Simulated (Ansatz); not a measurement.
System: CuI, space group Cmcm (No. 63).

Starting cell:
```xyz
4
Lattice="3.7332 -3.7111 0.0000 3.7332 3.7111 0.0000 0.0000 0.0000 4.3070" Properties=species:S:1:pos:R:3 pbc="T T T"
I     3.7332    2.0043    1.0767
I     3.7332   -2.0043    3.2302
Cu    3.7332   -0.5905    1.0767
Cu    3.7332    0.5905    3.2302
```

Method: plane-wave DFT, no spin polarisation; energies at scaled volumes of the given cell, shape and fractions fixed, counted from the fit's minimum, third-order Birch-Murnaghan fit (Ansatz 0.2.0). Level: PBE.

- k mesh: 5×5×6
- occupations: Fermi–Dirac
- smearing width: 0.05 eV
- potentials: Ansatz PAW
- wave cutoff: 420 eV
- density cutoff: 1680 eV

Describe the result: the energy and pressure against volume. The volume takes the values 28.04, 28.64, 29.24, 29.83, 30.43, 31.03, 31.62 Å³/atom.

A third-order Birch–Murnaghan fit gives V0 = 30.89 Å³/atom, B0 = 35.2 GPa and B′ = 5.1. The energy is 35.10 meV/atom at volume 28.04 Å³/atom and 1.81 meV/atom at 31.62 Å³/atom; the lowest computed point is at volume 31.03 Å³/atom (0.06 meV/atom). The pressure falls from 4.35 GPa at volume 28.04 Å³/atom to −0.77 GPa at 31.62 Å³/atom, and changes sign near 30.90 Å³/atom.

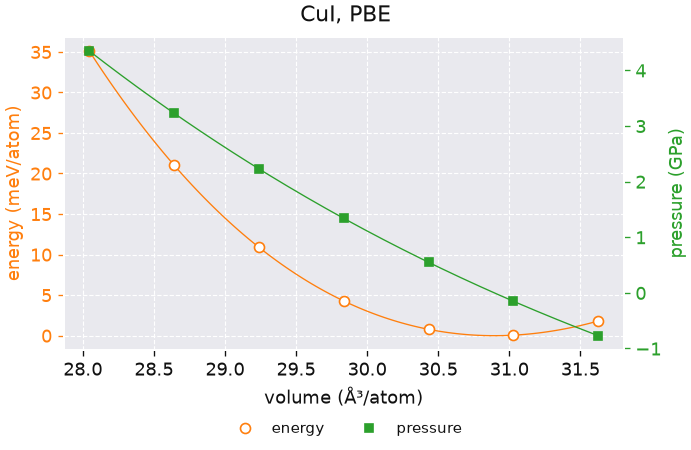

Note: shape and atomic fractions are frozen while scaling, which makes layered, chain and framework solids too stiff.
